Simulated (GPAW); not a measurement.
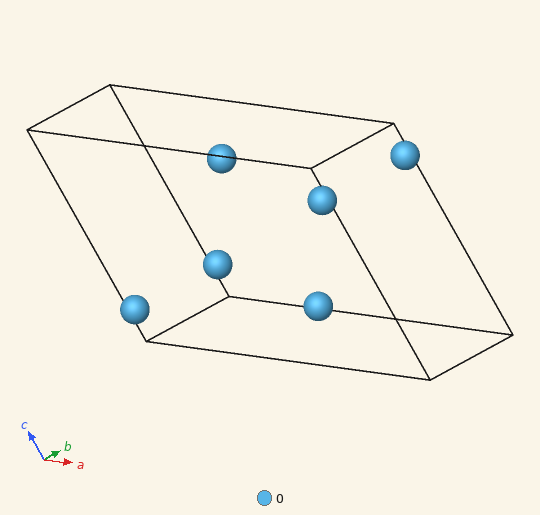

O, space group C2/m (No. 12), a = 5.703 Å, b = 3.325 Å, c = 4.363 Å, α = 90.00°, β = 123.29°, γ = 90.00°

| site | Wyckoff | x | y | z |
| --- | --- | --- | --- | --- |
| O | 4i | 0.9745 | 0.0000 | 0.8444 |

Origin: a cell listed in the Materials Project, as set up for an electronic-structure calculation.

Question: How is the cell volume shared among the sites in a plain Voronoi partition?

Answer:
```csv
site,faces above 1 % of the sphere,volume (Å³),solid angle by neighbour (%)
O,12,17.29,O 100
```

Weighted by multiplicity the volumes add up to the cell volume, 69.2 Å³.

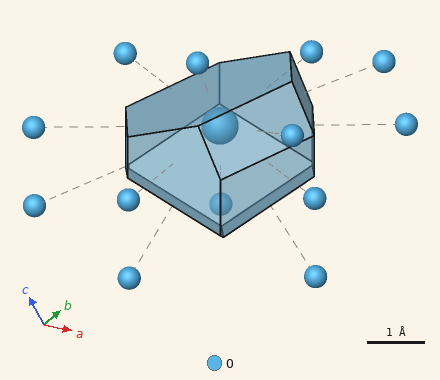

The computed Voronoi cell of O, with the neighbours that bound it.
